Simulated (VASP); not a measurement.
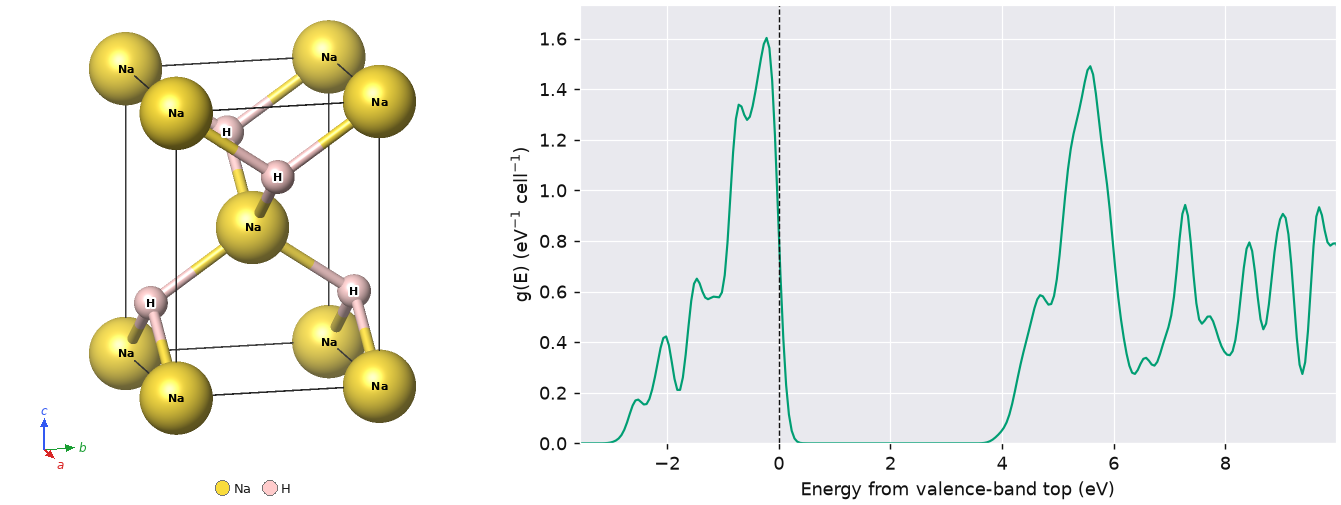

Density of states, beside the structure. Energies are counted from the top of the valence band. The curve is built from the levels of the k mesh with Gaussians 0.3 eV wide, which also blur the band edges.

Input of the run:

INCAR:
```
ENCUT = 520.000000
SIGMA = 0.010000
EDIFF = 1.00e-07
ALGO = Normal
METAGGA = R2SCAN
PREC = Accurate
IBRION = -1
ISIF = 2
ISMEAR = 0
NBANDS = 11
NELM = 120
NSW = 0
LASPH = .TRUE.
LCHARG = .FALSE.
LWAVE = .FALSE.
LREAL = .FALSE.
```

KPOINTS:
```
KPOINTS created by Atomic Simulation Environment
0
Gamma
8 8 8
0 0 0
```

POSCAR:
```
Na H
 1.0000000000000000
     0.0389538158000000    2.5969210560999998    2.5969210560999998
     2.5969210560999998    0.0389538158000000    2.5969210560999998
     2.6358748719000000    2.6358748719000000    0.0000000000000000
 Na  H
   1   1
Cartesian
 -0.0000000000000000  0.0000000000000000  0.0150851724956388
  1.3179374359499996  1.3179374359499996  1.2833753555543610
```

Run as:
```bash
mpirun -np 1 vasp_std
```

System: NaH, space group Imm2, 2 atoms in the cell, zincblende type, shear (xy) strain +3.0%.

VASP; DFT, r2SCAN, plane waves, PAW, 8×8×8 k mesh.

Is there a gap at the Fermi level, and how wide?

There is a gap; over the k points computed it is 3.98 eV (indirect; the smallest direct gap is 4.72 eV).

Where is the tallest peak of the filled states in the window?

Within the window shown, the tallest peak of the filled states lies 0.2 eV under the valence-band top, at about 1.6 states per eV and cell.
